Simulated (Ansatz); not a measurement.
**Si12O23 (cell charge −2, with a compensating background) (cell with a defect): density, localisation and related maps**

The calculation's input:

```
crystal:
  lattice:
    - [-2.45, 4.243524, 5.4]
    - [4.9, 0.0, 5.4]
    - [4.9, 8.487049, 0.0]
  atoms:
    - { symbol: Si, position: [0.09883333, 0.56783333, 0.95058333] }
    - { symbol: Si, position: [0.40116668, 0.93216666, 0.03391668] }
    - { symbol: Si, position: [0.0, 0.0, 0.2655] }
    - { symbol: O, position: [0.31933326, 0.46933324, 0.96683338] }
    - { symbol: O, position: [0.18066675, 0.03066675, 0.11116663] }
    - { symbol: O, position: [0.92916661, 0.52616656, 0.11041675] }
    - { symbol: O, position: [0.5655001, 0.31250007, 0.14224998] }
    - { symbol: O, position: [0.93449994, 0.18749989, 0.33125008] }
    - { symbol: O, position: [0.57083343, 0.9738334, 0.08808332] }
    - { symbol: Si, position: [0.09883333, 0.56783333, 0.45058334] }
    - { symbol: Si, position: [0.40116668, 0.93216666, 0.53391668] }
    - { symbol: Si, position: [0.0, 0.0, 0.7655] }
    - { symbol: O, position: [0.31933326, 0.46933324, 0.46683339] }
    - { symbol: O, position: [0.18066675, 0.03066675, 0.61116663] }
    - { symbol: O, position: [0.92916661, 0.52616656, 0.61041675] }
    - { symbol: O, position: [0.5655001, 0.31250007, 0.64224998] }
    - { symbol: O, position: [1.06550011, -0.18749994, 0.89225] }
    - { symbol: O, position: [0.57083343, 0.9738334, 0.58808331] }
    - { symbol: Si, position: [0.59883335, 0.06783332, 0.20058336] }
    - { symbol: Si, position: [0.90116669, 0.43216664, 0.2839167] }
    - { symbol: Si, position: [0.50000001, 0.49999999, 0.51550002] }
    - { symbol: O, position: [0.81933327, 0.96933323, 0.21683341] }
    - { symbol: O, position: [0.68066677, 0.53066673, 0.36116665] }
    - { symbol: O, position: [0.42916659, 0.02616657, 0.36041673] }
    - { symbol: O, position: [0.06550008, 0.81250008, 0.39224996] }
    - { symbol: O, position: [0.43449993, 0.68749991, 0.58125006] }
    - { symbol: O, position: [0.07083342, 0.47383342, 0.33808329] }
    - { symbol: Si, position: [0.59883335, 0.06783332, 0.70058336] }
    - { symbol: Si, position: [0.90116669, 0.43216664, 0.7839167] }
    - { symbol: Si, position: [0.50000001, 0.49999999, 0.01550002] }
    - { symbol: O, position: [0.81933327, 0.96933323, 0.71683341] }
    - { symbol: O, position: [0.68066677, 0.53066673, 0.86116665] }
    - { symbol: O, position: [0.42916659, 0.02616657, 0.86041672] }
    - { symbol: O, position: [0.43449993, 0.6874999, 0.08125006] }
    - { symbol: O, position: [0.07083342, 0.47383342, 0.83808329] }
total_charge: -2
basis:
  ecutwfc: 420.0
kpoints:
  mp_grid: { grid: [2, 2, 2] }
hamiltonian:
  xc: pbe
  pseudopotentials: { kind: paw, azcp: { folder: soft_1 } }
scf:
  occupations: { method: fermi_dirac, width: 0.02 }
  lower_state_search: "off"
relax:
  f_tol: 0.03
  max_steps: 60
  adjacent_minimum: "off"
output:
  write_density: true
  write_potential: true
  elf: true
  volumetric_format: npy
```

Launched as:

```sh
ansatz run input.yaml --threads 4 --pin off --max-ram 10240MiB --backend cpu --events-out ev --progress --plain --runs-dir out
```

The fields are those of the run's last geometry, not of the input's.

PAW files of the earlier set (soft_1).

Theory: DFT PBE, scalar-relativistic, plane waves, PAW in Ansatz.

Core electrons are frozen (PAW), and the valence fields are smoothed inside the atomic spheres.

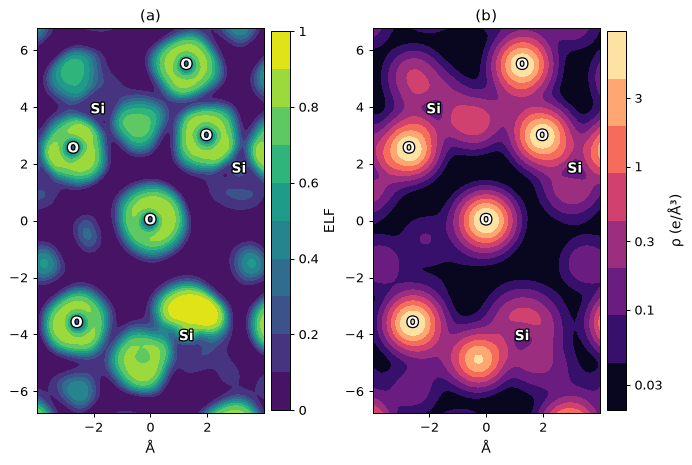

Figure 1. (a) electron localisation function; (b) valence pseudo-density on the (011̄) plane of the calculation cell.

**Interpret the plot.**

- Atoms in the plane: O and Si.
- Atoms just off the plane (O, 0.4 Å away and Si, 0.8 Å away) can leave unmarked features too.
- Si–O (1.64 Å): ρ is about 1.2 e/Å³ halfway; the ELF peaks at about 0.85 between the atoms (a shared but strongly polarised pair).
- Between the atoms the lowest density in this plane is 0.009 e/Å³.
- The ELF also peaks beside O and Si, away from the bonds: lone-pair regions.

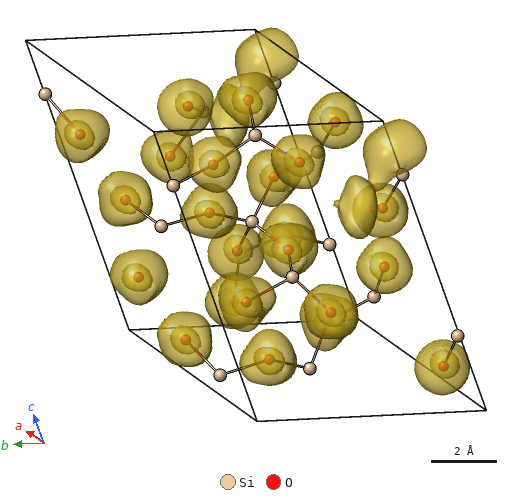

Figure 2. Isosurface of the ELF at 0.75 (yellow), seen at an oblique angle. Core shells and regions of very low density are left out. Sticks mark near contacts.

**Where are the electrons localised?**

The surface consists of 23 regions on O in which the atom's valence shell and bonds are merged and one region wrapped around Si (its valence shell), counted in one cell of 35 atoms. Any copies at cell faces, edges or corners count once. Along the contacts the grid gives the following. Si–O (1.58 Å): the ELF peaks at about 0.85 between the atoms; a short, strongly polar bond. Si–O (1.62 Å): the ELF peaks at about 0.85 between the atoms, as expected for a short, strongly polar bond.

**Metal or insulator at this level of theory?**

It is gapped, with a Kohn–Sham gap of 1.2 eV on the k-point mesh (the band edges may lie off the mesh, which would make the gap smaller).
